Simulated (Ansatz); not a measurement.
# Al₂₇N₂₆: single-point calculation (part 1 of 2)

Al₂₇N₂₆ (defect cell, 53 atoms in the cell), computed with DFT PBE, scalar-relativistic, plane waves, PAW, spin-polarised (Ansatz 0.2.0).

The structure derives from a Materials Project entry.

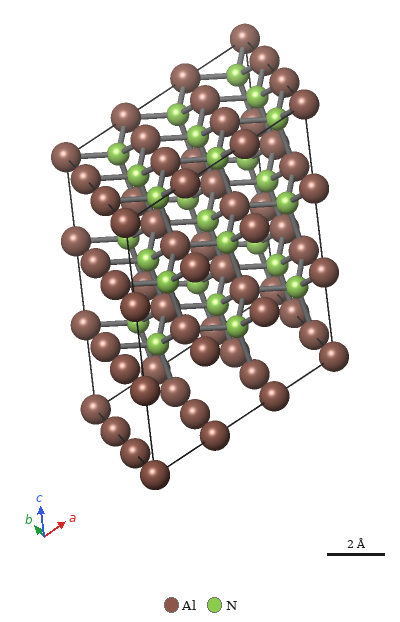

**Figure 1.** The input geometry (ball-and-stick view of the cell of the calculation, seen slightly off an axis). An atom can appear more than once, as a periodic image. Near neighbours in the periodic cell (some may lie outside the picture): Al has 4 N at 1.89 to 1.90 Å; Al has 3 N at 1.88 Å; N has 4 Al at 1.88 to 1.90 Å.

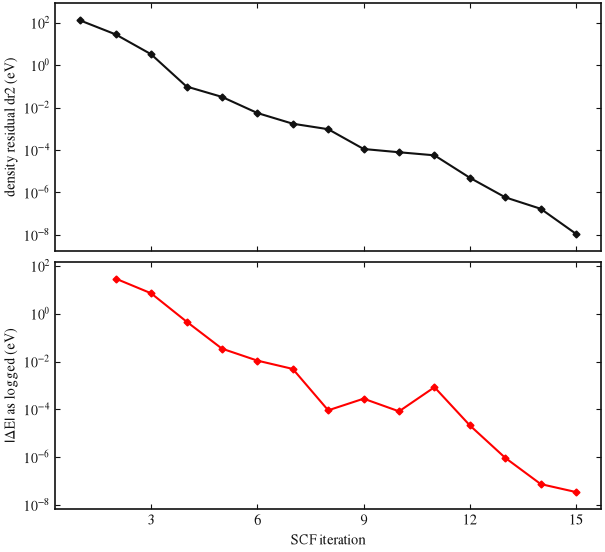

**Figure 2.** Convergence of the self-consistent field: density residual dr2 and size of the energy change against the SCF iteration. The residual falls at every step.

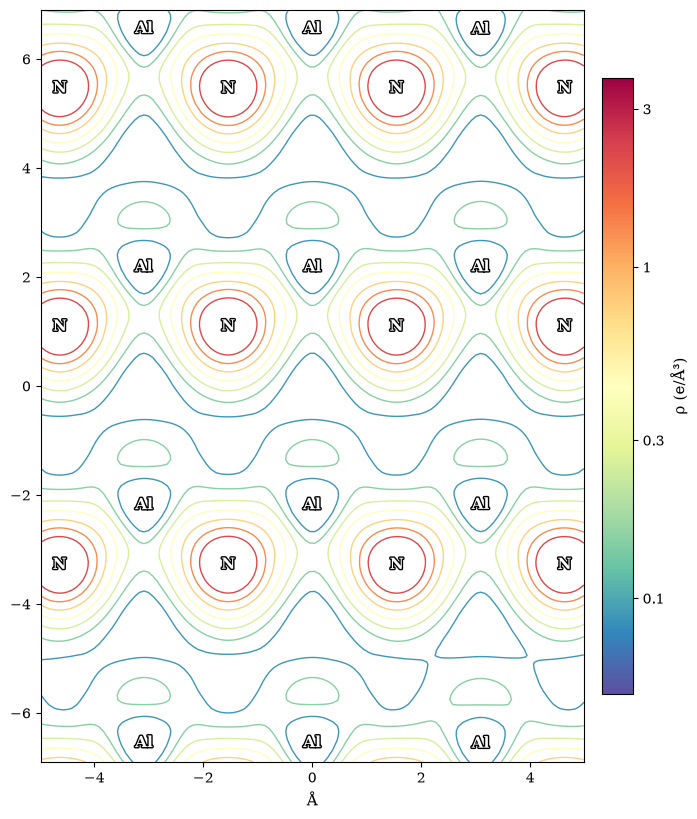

**Figure 3.** Valence pseudo-density on the (011̄) plane of the calculation cell. Atoms in the plane: Al and N. Al–N (1.89 Å): the density is about 0.68 e/Å³ at the midpoint. Away from the nuclei the density in this plane falls to 0.05 e/Å³ at its lowest. In a PAW calculation such maps are meaningful between the atoms, not at the nuclei.

The input and output of the run follow.

### The input
```yaml
crystal:
  lattice:
    - [0.0, 6.551981, 6.551981]
    - [6.551981, 0.0, 6.551981]
    - [6.551981, 6.551981, 0.0]
  atoms:
    - { symbol: Al, position: [0.0003926466, 0.0004165948, -0.0001332948] }
    - { symbol: Al, position: [1.43351e-05, 3.49769e-05, 0.3339324295] }
    - { symbol: Al, position: [2.66696e-05, 3.5698e-05, 0.6665602844] }
    - { symbol: Al, position: [2.58957e-05, 0.3344554454, -0.0004943162] }
    - { symbol: Al, position: [-0.0017275854, 0.3345556458, 0.3338591379], spin: 0.2 }
    - { symbol: Al, position: [9.0521e-06, 0.3344581808, 0.6665717169] }
    - { symbol: Al, position: [3.99519e-05, 0.6671008405, -0.0005063439] }
    - { symbol: Al, position: [2.26979e-05, 0.6671159915, 0.333926628] }
    - { symbol: Al, position: [-0.0001641637, 0.667249986, 0.6667337126] }
    - { symbol: Al, position: [0.3344457508, 3.40839e-05, -0.0005100025] }
    - { symbol: Al, position: [0.3344948141, -0.0017576015, 0.3339142163], spin: 0.2 }
    - { symbol: Al, position: [0.3344456609, 2.2436e-05, 0.666584327] }
    - { symbol: Al, position: [0.3344064385, 0.3344171528, -0.002257461], spin: 0.2 }
    - { symbol: Al, position: [0.3344007917, 0.3344332728, 0.3339905408], spin: 0.2 }
    - { symbol: Al, position: [0.3341422398, 0.3341408306, 0.6661234552] }
    - { symbol: Al, position: [0.3344529469, 0.6670988866, -0.0005104187] }
    - { symbol: Al, position: [0.3341362792, 0.6666652793, 0.3336210721] }
    - { symbol: Al, position: [0.3341495224, 0.6666616225, 0.6661196217] }
    - { symbol: Al, position: [0.6670929804, 5.51458e-05, -0.0005193406] }
    - { symbol: Al, position: [0.6671012586, 4.0723e-05, 0.3339279096] }
    - { symbol: Al, position: [0.6672456995, -0.0001588016, 0.6667324508] }
    - { symbol: Al, position: [0.6670703805, 0.3344615768, -0.000501514] }
    - { symbol: Al, position: [0.6666496049, 0.3341430893, 0.3336265608] }
    - { symbol: Al, position: [0.6666513663, 0.3341540317, 0.6661161523] }
    - { symbol: Al, position: [0.6672507873, 0.667261505, -0.0006874564] }
    - { symbol: Al, position: [0.6666533298, 0.6666763651, 0.3336164253] }
    - { symbol: Al, position: [0.6672526844, 0.6672590465, 0.66672528] }
    - { symbol: "N", position: [0.2501239514, 0.2501253974, 0.5828668297] }
    - { symbol: "N", position: [0.2501277127, 0.250126308, 0.9173985987] }
    - { symbol: "N", position: [0.2501419915, 0.5833500913, 0.2496115727] }
    - { symbol: "N", position: [0.2502464527, 0.5837830572, 0.5832544186] }
    - { symbol: "N", position: [0.2501565493, 0.5833572018, 0.9174129932] }
    - { symbol: "N", position: [0.2501353005, 0.9179786341, 0.2496221085] }
    - { symbol: "N", position: [0.2501335194, 0.9179770514, 0.5828135745] }
    - { symbol: "N", position: [0.2504344715, 0.9170488818, 0.9165308156] }
    - { symbol: "N", position: [0.5833284577, 0.2501529926, 0.2496198466] }
    - { symbol: "N", position: [0.5837705759, 0.2502525684, 0.5832599255] }
    - { symbol: "N", position: [0.5833307563, 0.2501596934, 0.9174279787] }
    - { symbol: "N", position: [0.5837784202, 0.5837923039, 0.2497280177] }
    - { symbol: "N", position: [0.5837848196, 0.5837949236, 0.5832467662] }
    - { symbol: "N", position: [0.5837711862, 0.5837802155, 0.9165013415] }
    - { symbol: "N", position: [0.583374135, 0.9179769997, 0.2496031797] }
    - { symbol: "N", position: [0.5837671012, 0.9170327488, 0.5832470462] }
    - { symbol: "N", position: [0.5837679163, 0.917032585, 0.916505158] }
    - { symbol: "N", position: [0.9179501449, 0.2501472563, 0.2496402489] }
    - { symbol: "N", position: [0.9179634323, 0.2501539482, 0.5827964396] }
    - { symbol: "N", position: [0.9170264638, 0.2504622076, 0.9165287151] }
    - { symbol: "N", position: [0.9179235086, 0.5834326012, 0.2496028954] }
    - { symbol: "N", position: [0.9170249762, 0.5837774776, 0.5832468352] }
    - { symbol: "N", position: [0.9170206559, 0.5837789389, 0.9165068054] }
    - { symbol: "N", position: [0.9170546255, 0.9170697122, 0.2499101274] }
    - { symbol: "N", position: [0.9170247129, 0.9170258681, 0.5832525062] }
    - { symbol: "N", position: [0.9170500511, 0.9170681584, 0.9165100404] }
magnetization:
  spin_polarized: true
basis:
  ecutwfc: 420
  fft_grid_basis: typed
kpoints:
  mp_grid: { grid: [2, 2, 2] }
hamiltonian:
  xc: pbe
  pseudopotentials: { kind: paw }
scf:
  occupations: { method: gaussian, width: 0.05 }
output:
  forces: true
  stress: false
  eigenvalues: true
  bader: true
  write_density: true
  volumetric_format: npy
  populations: true
```

Run as:
```bash
ansatz run input.yaml --threads 4 --pin off --max-ram 10240MiB --backend cpu --events-out ev --progress --plain --runs-dir out
```

### Output
```
Engine: ansatz 0.2.0, aarch64-unknown-linux-gnu
Pseudopotentials: kind: paw
Pseudopotential: Al, paw, valence charge 3, recommended cutoff 420 eV (normal), Al.paw.azcp
Pseudopotential: N, paw, valence charge 5, recommended cutoff 420 eV (normal), N.paw.azcp
Functional definition: PBE
  parameter kappa = 0.804
  parameter beta = 0.06672455060314922
  exchange = pbe_x(kappa = kappa, mu = beta*pi^2/3)
  correlation = pbe_c(beta = beta)
Crystal: 53 atoms, lattice volume = 562.533 Å³
Basis set: ecut = 420 eV, 10969 PW (Γ), exchange–correlation on 128×128×128 points (8 copies of the dense FFT grid, shifted against one another)
Bands: 159, of which v1, the nominal top of the filled ones, is band 106 counted from 1 (105 counted from 0)
Symmetry: 1 space group operations
Space group: P1 (ITA 1), of the structure as read, at distance tolerance 8.3e-5 Å
Magnetic group: BNS 1.1 (UNI 1), of the structure as read, at distance tolerance 8.3e-5 Å
k-points: 8
Non-local potential: Al, projectors of the file, l = 0: 2, l = 1: 2, l = 2: 1
Non-local potential: N, projectors of the file, l = 0: 2, l = 1: 2, l = 2: 1
PAW form: soft (Blöchl's): semilocal exchange-correlation on the pseudo side does not see the compensation charge
PAW one-centre angular grid: Al, 110 points (default); XC on 64 Gauss nodes
PAW one-centre angular grid: N, 110 points (default); XC on 64 Gauss nodes
Initial density: superposition of atomic densities (chi_scale 0.1, normalization cell, long waves kept (reshape's long-wave potential 0.16 eV rms))
Starting moments: Σ|m| = 0.8 μB on 4 of 53 sites
Initial wavefunctions: pseudopotential atomic-orbital guess
Functional: x = pbe(κ = 0.804, μ = 0.2195149727645171), c = pbe(β = 0.06672455060314922)
SCF iter   1: F=—  HF=-24600.810108 eV  |F-HF|=—  |Δ(HF+E_count)|=         —  Δρ=6.81e-2 (↑6.79e-2 ↓6.81e-2)  dr2=1.28e2  dr2_m=7.65e-3  M=0.178 μB ∫|m|=0.225 μB  β_m=0.30  ethr=3.10e-3  ⟨swp⟩=5.8  Hψ=10352  notcnv=0  defer=353
preconditioner: auto → Resta (q_TF=auto, 2.317 Å⁻¹)  ε∞=3.6  [insulator: Δε(μ)=0.060 eV  Ē_g=14.156 eV  σ=0.050 eV  W_gap=0.61  n_scr=112 (ndim 8)  ℏωp=22.7 eV  f_vac=0.000  D(μ)=7.63/eV (n_scr^D=26)  ε∞_Penn≈3.6]
spin=Collinear: Resta preconditioning applied to the charge; magnetization (m = ρ↑ − ρ↓) channel mixes plain (no charge-response kernel on spin).
SCF iter   2: F=—  HF=-24571.553952 eV  |F-HF|=—  |Δ(HF+E_count)|=    2.93e1  Δρ=3.16e-2 (↑3.14e-2 ↓3.16e-2)  dr2=2.82e1  dr2_m=2.71e-3  M=0.512 μB ∫|m|=0.524 μB  β_m=0.30  ethr=3.10e-3  ⟨swp⟩=3.0  Hψ=4882  notcnv=0  defer=712
preconditioner: auto → Kerker (q_TF=auto, 2.317 Å⁻¹)  [metal: Δε(μ)=0.027 eV  Ē_g=13.475 eV  σ=0.050 eV  W_gap=0.28  n_scr=112 (ndim 8)  ℏωp=22.7 eV  f_vac=0.000  D(μ)=12.13/eV (n_scr^D=64)]
spin=Collinear: Kerker preconditioning applied to the charge; magnetization (m = ρ↑ − ρ↓) channel mixes plain (no charge-response kernel on spin).
SCF iter   3: F=—  HF=-24564.431192 eV  |F-HF|=—  |Δ(HF+E_count)|=    7.12e0  Δρ=1.70e-2 (↑1.69e-2 ↓1.70e-2)  dr2=3.27e0  dr2_m=1.48e-3  M=0.405 μB ∫|m|=0.423 μB  β_m=0.30  ethr=3.10e-3  ⟨swp⟩=2.2  Hψ=4643  notcnv=0  defer=724
SCF iter   4: F=—  HF=-24563.963769 eV  |F-HF|=—  |Δ(HF+E_count)|=   4.67e-1  Δρ=2.69e-3 (↑2.43e-3 ↓2.69e-3)  dr2=9.87e-2  dr2_m=1.06e-3  M=0.574 μB ∫|m|=0.586 μB  β_m=0.30  ethr=1.55e-3  ⟨swp⟩=2.0  Hψ=2426  notcnv=0  defer=724
SCF iter   5: F=—  HF=-24563.998245 eV  |F-HF|=—  |Δ(HF+E_count)|=   3.45e-2  Δρ=1.57e-3 (↑1.50e-3 ↓1.57e-3)  dr2=3.20e-2  dr2_m=7.70e-4  M=0.623 μB ∫|m|=0.636 μB  β_m=0.30  ethr=4.68e-5  ⟨swp⟩=1.0  Hψ=2374  notcnv=0  defer=724
SCF iter   6: F=—  HF=-24564.009120 eV  |F-HF|=—  |Δ(HF+E_count)|=   1.09e-2  Δρ=5.76e-4 (↑4.98e-4 ↓5.76e-4)  dr2=5.56e-3  dr2_m=5.33e-4  M=0.649 μB ∫|m|=0.664 μB  β_m=1.00  ethr=1.52e-5  ⟨swp⟩=2.0  Hψ=3129  notcnv=0  defer=724
SCF iter   7: F=—  HF=-24564.014008 eV  |F-HF|=—  |Δ(HF+E_count)|=   4.89e-3  Δρ=2.89e-4 (↑2.45e-4 ↓2.89e-4)  dr2=1.74e-3  dr2_m=1.11e-4  M=0.720 μB ∫|m|=0.748 μB  β_m=1.00  ethr=2.64e-6  ⟨swp⟩=2.0  Hψ=3285  notcnv=0  defer=724
SCF iter   8: F=—  HF=-24564.014099 eV  |F-HF|=—  |Δ(HF+E_count)|=   9.09e-5  Δρ=2.02e-4 (↑2.02e-4 ↓2.01e-4)  dr2=9.60e-4  dr2_m=2.28e-5  M=0.743 μB ∫|m|=0.786 μB  β_m=1.00  ethr=8.23e-7  ⟨swp⟩=2.0  Hψ=3079  notcnv=0  defer=724
SCF iter   9: F=—  HF=-24564.013820 eV  |F-HF|=—  |Δ(HF+E_count)|=   2.79e-4  Δρ=7.66e-5 (↑7.66e-5 ↓5.26e-5)  dr2=1.12e-4  dr2_m=3.73e-6  M=0.745 μB ∫|m|=0.797 μB  β_m=0.30  ethr=4.55e-7  ⟨swp⟩=2.0  Hψ=3101  notcnv=0  defer=724
SCF iter  10: F=—  HF=-24564.013737 eV  |F-HF|=—  |Δ(HF+E_count)|=   8.24e-5  Δρ=4.21e-5 (↑3.50e-5 ↓4.21e-5)  dr2=7.87e-5  dr2_m=2.34e-6  M=0.745 μB ∫|m|=0.798 μB  β_m=0.30  ethr=5.29e-8  ⟨swp⟩=2.4  Hψ=3296  notcnv=0  defer=724
Mixer restart at iter 10: flushing history
spin-set hold released at iteration 10 (site moments contracting): the magnetisation degrees of freedom join the quasi-Newton model from the next iteration; the mixer history was flushed
SCF iter  11: F=—  HF=-24564.014581 eV  |F-HF|=—  |Δ(HF+E_count)|=   8.44e-4  Δρ=3.19e-5 (↑2.90e-5 ↓3.19e-5)  dr2=5.64e-5  dr2_m=1.52e-6  M=0.746 μB ∫|m|=0.799 μB  β_m=0.65  ethr=3.73e-8  ⟨swp⟩=2.0  Hψ=3739  notcnv=0  defer=724
preconditioner: auto → Resta (q_TF=auto, 2.317 Å⁻¹)  ε∞=4.0  [insulator: Δε(μ)=0.100 eV  Ē_g=13.033 eV  σ=0.050 eV  W_gap=0.65  n_scr=112 (ndim 8)  ℏωp=22.7 eV  f_vac=0.000  D(μ)=4.55/eV (n_scr^D=14)  ε∞_Penn≈4.0]
spin=Collinear: Resta preconditioning applied to the charge; magnetization (m = ρ↑ − ρ↓) channel mixes plain (no charge-response kernel on spin).
SCF iter  12: F=—  HF=-24564.014560 eV  |F-HF|=—  |Δ(HF+E_count)|=   2.12e-5  Δρ=1.16e-5 (↑9.28e-6 ↓1.16e-5)  dr2=4.91e-6  dr2_m=1.01e-7  M=0.745 μB ∫|m|=0.802 μB  β_m=0.71  ethr=2.67e-8  ⟨swp⟩=2.0  Hψ=3089  notcnv=0  defer=724
SCF iter  13: F=—  HF=-24564.014559 eV  |F-HF|=—  |Δ(HF+E_count)|=   9.31e-7  Δρ=4.71e-6 (↑4.71e-6 ↓4.30e-6)  dr2=5.89e-7  dr2_m=1.53e-8  M=0.745 μB ∫|m|=0.802 μB  β_m=0.81  ethr=2.33e-9  ⟨swp⟩=2.1  Hψ=3046  notcnv=0  defer=724
SCF iter  14: F=—  HF=-24564.014559 eV  |F-HF|=—  |Δ(HF+E_count)|=   7.47e-8  Δρ=2.76e-6 (↑2.72e-6 ↓2.76e-6)  dr2=1.70e-7  dr2_m=8.76e-10  M=0.745 μB ∫|m|=0.802 μB  β_m=0.73  ethr=2.79e-10  ⟨swp⟩=2.0  Hψ=3489  notcnv=0  defer=724
SCF iter  15: F=-24564.014559 eV  HF=-24564.014559 eV  |F-HF|=3.87e-9  |Δ(HF+E_count)|=   3.46e-8  Δρ=6.92e-7 (↑6.48e-7 ↓6.92e-7)  dr2=1.11e-8  dr2_m=1.55e-10  M=0.745 μB ∫|m|=0.802 μB  ethr=4.74e-11  ⟨swp⟩=18.2  Hψ=16894  notcnv=0
SCF 1 converged in 15 iterations: F = -24564.014559 eV  dr2 = 1.11e-8
  greatest PAW one-centre occupation: 0.791 electrons in one spin orbital (limit 2), on the N atom at site 47 (counted from 0), in its partial waves of l = 0
SCF converged after 15 iterations
Magnetization: 0.7451 μB (105.8726 up, 105.1274 down)
Absolute magnetization: 0.8025 μB (∫|ρ↑−ρ↓|, with the PAW one-centre terms)
Spin contamination: 0.0015 ħ² per cell (⟨S²⟩ above its minimum at these occupations)
Per-site moments (μB) at R_I (Å): [(0.0009044478146558332, 0.7803305538752733), (0.0010024829479498981, 0.7780784443894362), (0.0010015311632185018, 0.7780768068753307), (0.001002738068441843, 0.7780890974080499), (0.008770409898039512, 0.7767432771305569), (0.0010017682216492496, 0.7780760227817677), (0.0010039370687328116, 0.7781033174081062), (0.0010038468825398473, 0.7780789050342589), (0.001036128734653621, 0.7794844049778584), (0.0010029564585161035, 0.778085005880435), (0.00875908477358178, 0.7767538121960698), (0.001002217866870818, 0.7780827475538077), (0.008781279355493513, 0.7768579857004502), (0.00876346537711632, 0.7767433246493046), (0.0023285552703779305, 0.7790433758426523), (0.0010036028925583713, 0.7780727043902943), (0.0023206278913935306, 0.779059011853334), (0.0023214744357477916, 0.7790651490972306), (0.0010019414516367156, 0.7780879741020624), (0.0010019934369518277, 0.7780755527728297), (0.0010358652703539974, 0.7794913107353862), (0.0010016516898448422, 0.7780738950725977), (0.002320745557626202, 0.7790590747417904), (0.0023211862840286524, 0.7790751297968218), (0.0010360774274842937, 0.7794832585101339), (0.00232864342982622, 0.7790495513602044), (0.0010361508025991542, 0.7794907847411501), (0.0020633247059179158, 0.7767433246493046), (0.002073902085164436, 0.7768579857004502), (0.0020501273126930387, 0.7768708170091561), (-0.0008172098832232038, 0.779059011853334), (0.0020569024640249385, 0.7769416939698904), (0.0020406202503695132, 0.7768668869042943), (0.002037360112292609, 0.7768166148841111), (-0.0006491121115544413, 0.7800364249167477), (0.002041600111092863, 0.7769048801086602), (-0.0008170904465236883, 0.7790433758426523), (0.002045540519809876, 0.7768929603179401), (-0.0008171927404150101, 0.7790864594422422), (-0.000817140400645193, 0.7790495513602044), (-0.00033834016896005885, 0.7780727043902943), (0.0020588720521886295, 0.7767538121960698), (-0.0003382353078437092, 0.7780755527728297), (-0.00034045943181132475, 0.778085005880435), (0.0020503877838974733, 0.7769717838455432), (0.002043743385446989, 0.7769339010987124), (-0.0006492655734473645, 0.7800662231190455), (0.002078616968602786, 0.7767432771305569), (-0.00034221122383070227, 0.7780760227817677), (-0.000345047466273601, 0.7780890974080499), (-0.0006492265114795851, 0.7800389900726938), (-0.0003357006531274432, 0.7780768068753307), (-0.0006492788939942436, 0.7800465566716018)]
Free energy (F): -24564.014559 eV
Harris-Foulkes:  -24564.014559 eV  (|F-HF|=3.87e-9)
Internal energy: -24564.008925 eV  (E = F + TS)
E sigma→0 (E₀):  -24564.011742 eV
Entropy (-TS):   -0.005634 eV (-0.106 meV/atom)
Fermi energy:    10.264130 eV
--- Per-component energies (eV) ---
  E_band       = 387.572315
  E_kinetic    = 4166.274741
  E_local      = -6019.854834  (includes V_loc(G=0)·N_el)
  E_nonlocal   = 1453.566665
  E_hartree    = 2114.996671
  E_xc         = -2685.787234
  E_vxc        = -2833.786561  (∫ρ·V_xc dr)
  E_paw        = -15941.743968  (= ΣΔE_a)
  E_vpaw       = -608.622619  (= ΣTr[D̂ρ^β])
  E_aug_tail   = 0.002536  (compensation charges beyond the density's cutoff)
  E_ewald      = -7651.463502
  E_smearing   = -0.005634  (= −TS)
  E_closure    = -0.000000  (closes the sum)
  Σ components = -24564.014559   (vs F -24564.014559, Δ=0.00e0)
```
